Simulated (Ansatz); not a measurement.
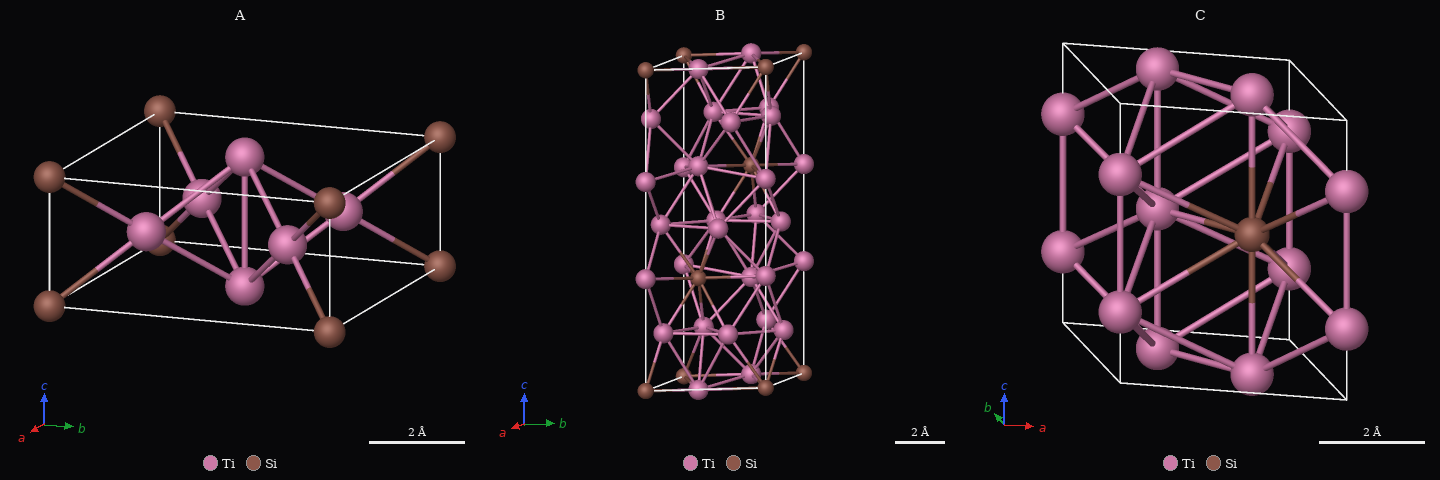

Three structures of Ti5Si, each relaxed to rest (conventional cells in solid outline, small ones repeated, each panel with its own scale). Method: Ansatz 0.2.0, DFT PBE, scalar-relativistic, plane waves, PAW, without spin polarisation.

**What are the structures shown?**

A: 6 atoms a cell on a primitive tetragonal lattice, P4/mmm; B: 18 atoms a cell on a rhombohedral (trigonal R) lattice, R32; C: 6 atoms a cell on a primitive hexagonal lattice, P-6m2.

**Rank them by energy, lowest first.**

B, then C (+117 meV/atom) and A (+576 meV/atom), energies at zero smearing.

**Collect the results in a table.**

| panel | structure | E − E(lowest) (meV/atom) | volume (Å³/atom) | gap (eV) |
| --- | --- | --- | --- | --- |
| B | R32 | 0 | 16.3 | metal |
| C | P-6m2 | 117 | 16.3 | metal |
| A | P4/mmm | 576 | 19.1 | metal |

Some of these may be structure types tried for this composition rather than known phases, and the most stable form need not be among them. Gaps are taken on the k-mesh or band path of each run.
